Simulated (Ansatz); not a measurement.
**SiC: density, localisation and related maps**

Input

```
crystal:
  lattice:
    - [0.0, -2.1898271435, -2.1898271435]
    - [0.0, 2.1898271435, -2.1898271435]
    - [4.3796542871, 0.0, 0.0]
  atoms:
    - { symbol: Si, position: [0.51392804, 0.51392804, 0.5] }
    - { symbol: Si, position: [-0.01392804, -0.01392804, 0.0] }
    - { symbol: C, position: [1.0091546096, 0.4908453904, 0.2344736604] }
    - { symbol: C, position: [0.4908453904, 0.0091546096, 0.7655263396] }
basis:
  ecutwfc: 520.0
kpoints:
  mp_grid: { grid: [10, 10, 6] }
hamiltonian:
  xc: pbe
  pseudopotentials: { kind: paw, azcp: { folder: soft_1 } }
scf:
  occupations: { method: gaussian, width: 0.05 }
output:
  forces: true
  stress: true
  eigenvalues: true
  write_density: true
  write_potential: true
  elf: true
  volumetric_format: npy
```

Run with:

```sh
ansatz run input.yaml --threads 1 --pin off --max-ram 2048MiB --backend cpu --events-out ev --progress --plain --runs-dir out
```

Below, planes, directions and counts refer to the conventional cell (a = 4.38 Å, b = 4.38 Å, c = 4.38 Å, α = 90.00°, β = 90.00°, γ = 90.00°).

Space group C2; not relaxed (largest force 1.9 eV/Å); PAW files of the earlier set (soft_1).

All numbers below come from Ansatz, DFT PBE, scalar-relativistic, plane waves, PAW.

In a PAW calculation such maps are meaningful between the atoms, not at the nuclei.

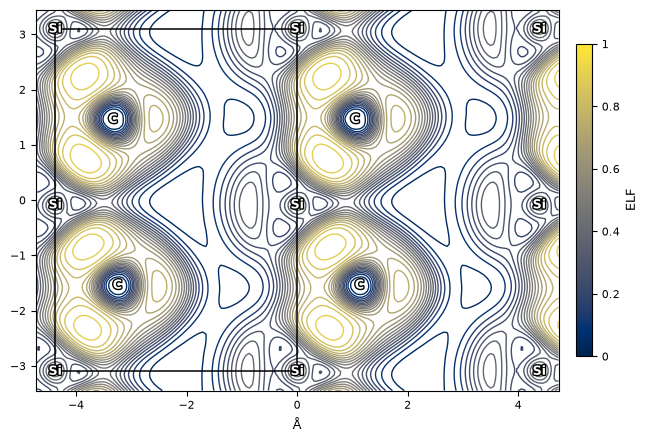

Figure 1. ELF on the (011) plane of the conventional cell.

**What do the fields say about this system?**

Atoms in the plane: Si and C.
Si–C (1.85 Å): the ELF peaks at about 0.95 between the atoms; localised, covalent bonding.
Si–C (1.93 Å): the ELF peaks at about 0.90 between the atoms (a covalent bond).

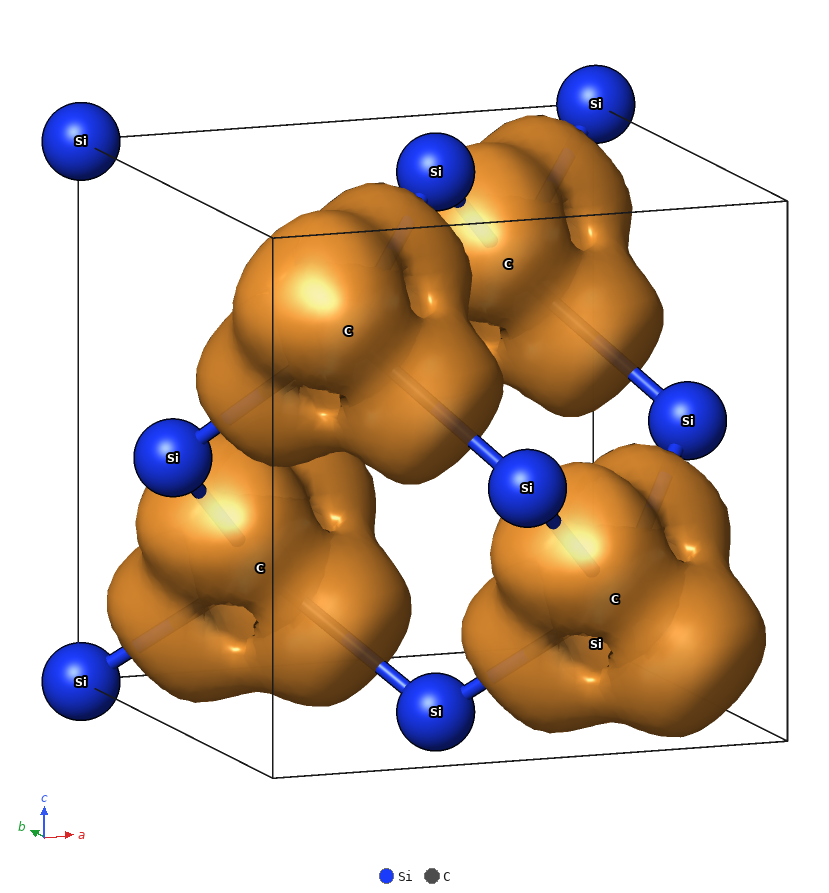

Figure 2. Isosurface of the ELF at 0.7 (orange), seen slightly off an axis. Core shells and regions of very low density are left out. Sticks mark near contacts.

**Describe the localisation domains.**

The surface consists of four regions on C in which the atom's valence shell and bonds are merged, counted in one cell of 8 atoms. Regions shared between cells count once.

**Does the calculation make it a metal, or give it a gap?**

It is gapped, with a Kohn–Sham gap of 1.3 eV on the k-point mesh, an upper bound to the gap of this method.
